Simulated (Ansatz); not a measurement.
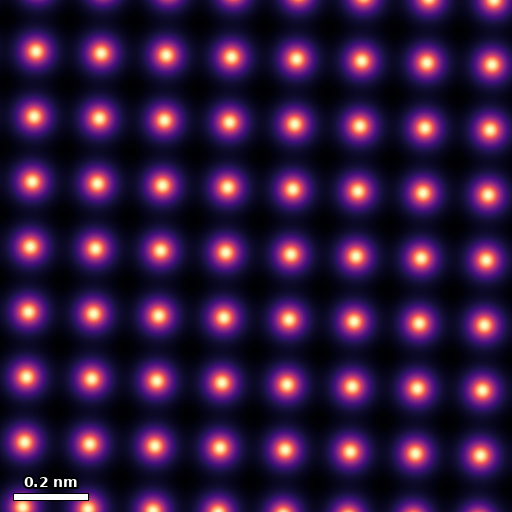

Map of the projected electrostatic potential of a crystal. Computed as the sum of neutral-atom potentials (tabulated electron scattering factors, B = 0.3 Å²) projected along the beam and smoothed by 0.25 Å; brighter is more positive. The display is stretched by a gamma of 0.7; percentages refer to the linear signal.

### What two-dimensional lattice does the image show, and how large is its cell?

The pattern repeats on a square net with a repeat of 1.8 Å.

### What is the plane group of the image?

p4mm: fourfold points with mirror lines through them along the axes and the diagonals.

### How many columns does the smallest repeating cell hold, and how many levels of brightness?

1 column in the primitive cell of 3.2 Å², all of one brightness.

The crystal is Cu (Fm-3m, No. 225) seen along [001]. Structure used: the end point of a relaxation with DFT PBEsol, scalar-relativistic, plane waves, PAW in Ansatz 0.2.0; the starting structure was generated, so it need not be a known form of this composition.
